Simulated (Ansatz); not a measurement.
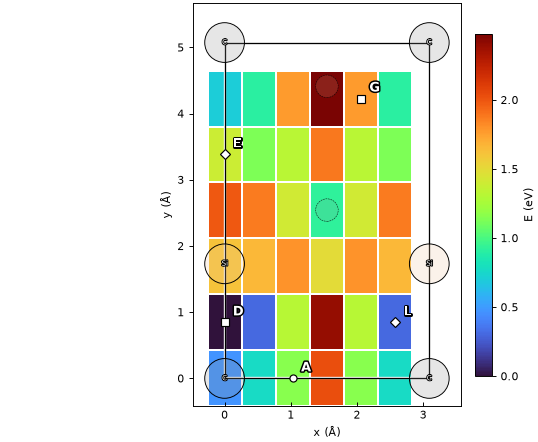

C on a SiC(100) slab cut from the P6_3mc phase, its upper half relaxed before the scan (8 atoms of substrate and one adsorbate in a 1 × 1 cell). C is moved over the surface cell; relaxed at each place: the height of the adsorbate's atoms; substrate rigid; the origin of the map has the adsorbate above C8. Places are given modulo a cell vector. The map is drawn in real space over the plane of the surface. The grid has 6 × 6 points; 24 points were computed and 12 follow by symmetry. Energies are in eV, from the lowest grid point. Energies and slopes of some neighbouring points disagree (a jump in structure or state, or too coarse a mesh). The magnetic moment jumps between some neighbouring points. With one adsorbate in each 1 × 1 cell, its nearest image is 3.1 Å away, so neighbouring adsorbates interact. All numbers below come from DFT PBE, scalar-relativistic, plane waves, PAW in Ansatz. Settings: cutoff 420 eV, k-mesh 9×5×1, gaussian smearing 0.05 eV, spin-polarised.

The picture shows one coloured cell a grid point, labelled circles for the atoms of the top layer and small ones for the second layer, the outline of one cell of the plane, lettered points.

Question: Is D the lowest point of the computed grid?

Answer: Yes. D, at a bridge site between C and Si, (0/6, 1/6) of the cell vectors, has the lowest energy of the grid.

Question: Rank the lettered points by energy, lowest first.

Answer: D (0.00 eV), L (0.31 eV), A (1.16 eV), E (1.39 eV), G (1.77 eV).

PAW datasets: the set soft_1.
